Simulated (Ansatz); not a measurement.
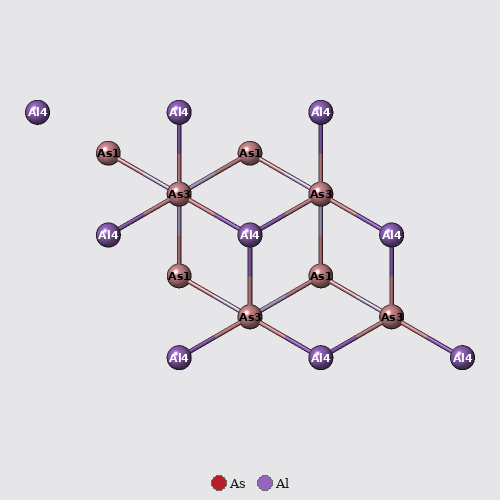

The system is H on an AlAs(111) slab cut from the F-43m phase, its upper half relaxed before the scan (4 atoms of substrate and one adsorbate in a 1 × 1 cell); the picture shows it without the atoms that are moved over the map. 
- H is moved over the surface cell at a fixed height above a rigid substrate; the origin of the map has the adsorbate above Al4; the height is held at 2.50 Å.
- Places are given modulo a cell vector. The map is drawn in real space over the plane of the surface.
- The scan uses a 9 × 9 grid; 19 points were computed and 62 follow by symmetry.
- Energies are in eV, from the lowest grid point.
- With one adsorbate in each 1 × 1 cell, its nearest image is 4.0 Å away, so neighbouring adsorbates interact. At a fixed height the lowest place need not be the adsorption site.
- Computed with Ansatz 0.2.0, DFT PBE+D3(BJ), scalar-relativistic, plane waves, PAW. Settings: cutoff 420 eV, k-mesh 9×9×1, gaussian smearing 0.05 eV, spin-polarised.

Range: position of H5 along the first surface vector from 0.000 to 0.889; position of H5 along the second surface vector from 0.000 to 0.889.

### Predict the map.

The lowest grid point is at the top site over a surface Al atom, (0/9, 0/9) of the cell vectors. It is the only kind of minimum in the scanned range. The highest grid point, a threefold hollow over a second-layer As atom, (6/9, 3/9) of the cell vectors, lies 0.567 eV above the lowest. On the interpolated surface the easiest way out of the lowest well to its copy in the next cell or period passes a barrier of about 0.51 eV. At the lowest point the adsorbate has 1 Al at 2.50 Å as nearest neighbours, at the highest 1 As at 3.08 Å.

| second ↓, first → | 0/9 | 1/9 | 2/9 | 3/9 | 4/9 | 5/9 | 6/9 | 7/9 | 8/9 |
| --- | --- | --- | --- | --- | --- | --- | --- | --- | --- |
| 8/9 | 0.064 | 0.175 | 0.335 | 0.465 | 0.512 | 0.465 | 0.335 | 0.175 | 0.064 |
| 7/9 | 0.224 | 0.335 | 0.450 | 0.519 | 0.519 | 0.450 | 0.335 | 0.224 | 0.177 |
| 6/9 | 0.395 | 0.465 | 0.519 | 0.540 | 0.519 | 0.465 | 0.395 | 0.344 | 0.344 |
| 5/9 | 0.499 | 0.512 | 0.519 | 0.519 | 0.512 | 0.499 | 0.481 | 0.472 | 0.481 |
| 4/9 | 0.499 | 0.465 | 0.450 | 0.465 | 0.499 | 0.529 | 0.545 | 0.545 | 0.529 |
| 3/9 | 0.395 | 0.335 | 0.335 | 0.395 | 0.481 | 0.545 | 0.567 | 0.545 | 0.481 |
| 2/9 | 0.224 | 0.175 | 0.224 | 0.344 | 0.472 | 0.545 | 0.545 | 0.472 | 0.344 |
| 1/9 | 0.064 | 0.064 | 0.177 | 0.344 | 0.481 | 0.529 | 0.481 | 0.344 | 0.177 |
| 0/9 | 0.000 | 0.064 | 0.224 | 0.395 | 0.499 | 0.499 | 0.395 | 0.224 | 0.064 |

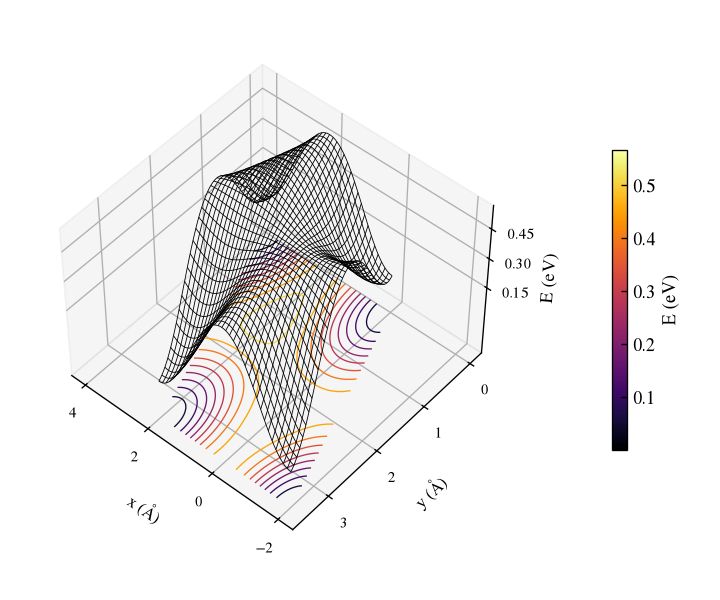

Drawn: a relief with its contours projected below, any walls above the top of the colour scale cut off. Between grid points the surface is interpolated.

Time for the 19 points that were run: 61 min on 1 thread of Arm Neoverse N1, on a shared host.

PAW datasets: the set soft_1.
